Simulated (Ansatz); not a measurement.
Take the following structure.

```
C
1.0
     2.44555    0.00000    0.00000
     0.00000    4.23346    0.00000
     0.00000    0.00000    6.73493
C
8
Cartesian
  1.2228 2.8224 3.3675
  0.0000 3.5278 3.3675
  1.2228 0.7057 0.0000
  0.0000 1.4110 0.0000
  0.0000 2.8224 0.0000
  1.2228 3.5278 0.0000
  0.0000 0.7057 3.3675
  1.2228 1.4110 3.3675
```

> What would you see if this were drawn?

The element is carbon. The symmetry is that of Fmmm (No. 69), on a face-centred orthorhombic lattice. The cell holds eight atoms. Around each C lie three C in a trigonal planar arrangement at 1.41 Å. The bonds build C layers parallel to (001).

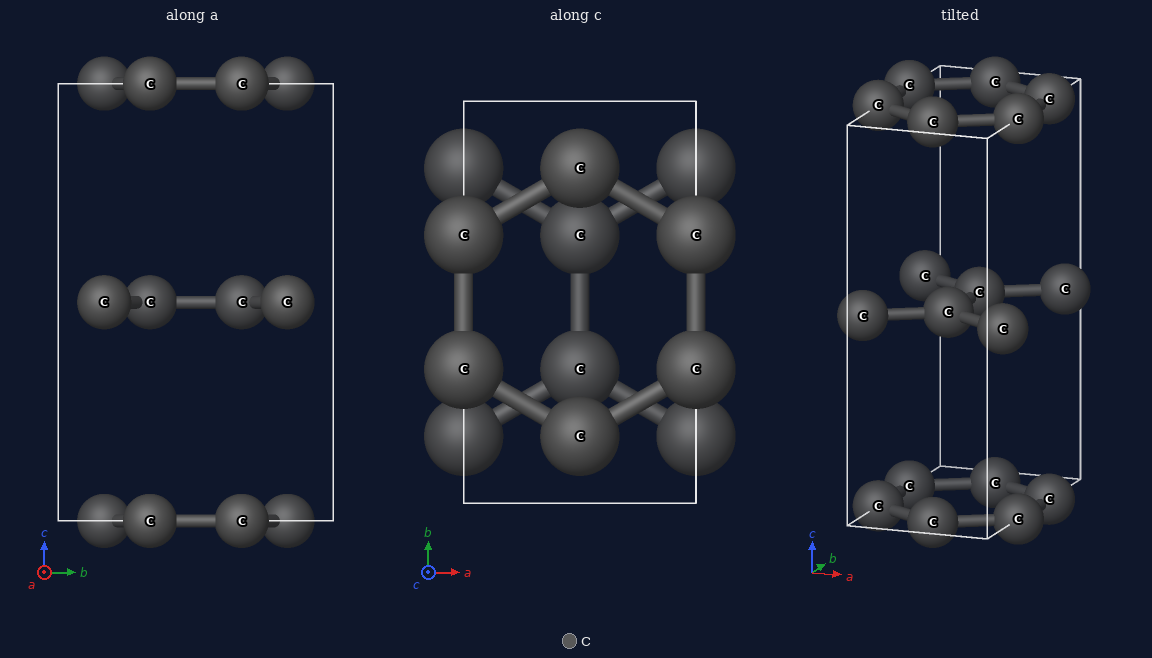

This ball-and-stick model is shown along the a axis, along the c axis and slightly off an axis. The outline marks the conventional unit cell. Colours: carbon dark grey.

Its origin is a structure listed in the Materials Project. The structure drawn was relaxed with DFT LDA, scalar-relativistic, plane waves, PAW (Ansatz).
